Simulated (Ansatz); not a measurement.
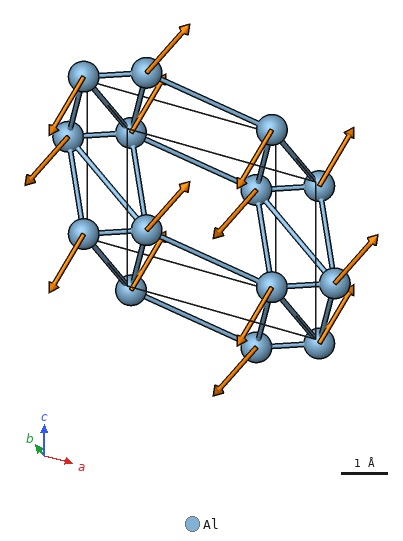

This is a relaxation of solid Al (a generated structure, set up in P2/c) (coarse preliminary run). The starting structure is drawn; orange arrows show the displacements (the part carried along by the change of the cell is left out), magnified 2 times.

The picture is a ball-and-stick view of the cell of the calculation, seen slightly off an axis.

The calculation used DFT PBE, scalar-relativistic, plane waves, PAW (Ansatz).

Input
```yaml
crystal:
  lattice:
    - [4.47568791, 0.0, 0.0]
    - [0.0, 4.35747799, 0.0]
    - [-1.14605009, 0.0, 3.39611696]
  atoms:
    - { symbol: Al, position: [0.83296601, 0.69412303, 0.68129498] }
    - { symbol: Al, position: [0.16703399, 0.69412303, 0.81870502] }
    - { symbol: Al, position: [0.16703399, 0.30587697, 0.31870502] }
    - { symbol: Al, position: [0.83296601, 0.30587697, 0.18129498] }
basis:
  ecutwfc: 420
kpoints:
  mp_grid: { grid: [4, 4, 6] }
hamiltonian:
  xc: pbe
scf:
  occupations: { method: gaussian, width: 0.1 }
  lower_state_search: "off"
output:
  forces: true
  stress: true
  eigenvalues: true
relax:
  adjacent_minimum: "off"
  f_tol: 0.04
  max_steps: 70
  cell: { stress_tol: 0.4 }
```

Launched with:
```bash
ansatz run input.yaml --threads 1 --pin off --max-ram 2560MiB --backend cpu --events-out ev --progress --plain --runs-dir out
```

### What happened in the run?

The largest moves relative to the cell, 0.79 Å, are those of Al1, Al2, Al3 and Al4. Al2 goes roughly along [1 1 3]. The drawn cell changes as follows: a 4.476 → 4.238 Å (−5.3 %), b 4.357 → 4.221 Å (−3.1 %), c 3.584 → 3.728 Å (+4.0 %), β 108.6° → 92.3°; the volume changes by +0.6 %. Among the contacts that change: Al1–Al2 1.417 → 2.766 Å, Al1–Al2 (another image) 3.841 → 2.878 Å, Al1–Al3 3.899 → 2.990 Å, Al1–Al2 (another image) 3.543 → 2.766 Å. Bond angles that change, for instance: Al3–Al1–Al4 92.7° → 59.3°, Al2–Al1–Al4 90.4° → 115.2°, Al2–Al1–Al4 89.6° → 64.8°. The space group (tolerance 0.01 Å) goes from P2/c (No. 13) to C2/m (No. 12). The energy falls by 7590 meV per atom in 13 accepted moves (15 points after the start). Largest force component: 38 eV/Å at the start, 0.00081 eV/Å at the end. The pressure goes from 92.92 to 0.11 GPa. At 2 points the geometry stayed and the basis and grid were re-selected for the new cell (energy shift of 3.4 meV per atom at most each time). Cost: 80 s on 1 thread of Intel(R) Xeon(R) Processor @ 2.50GHz (Skylake/Cascade Lake) (shared host), peak memory 0.35 GiB.
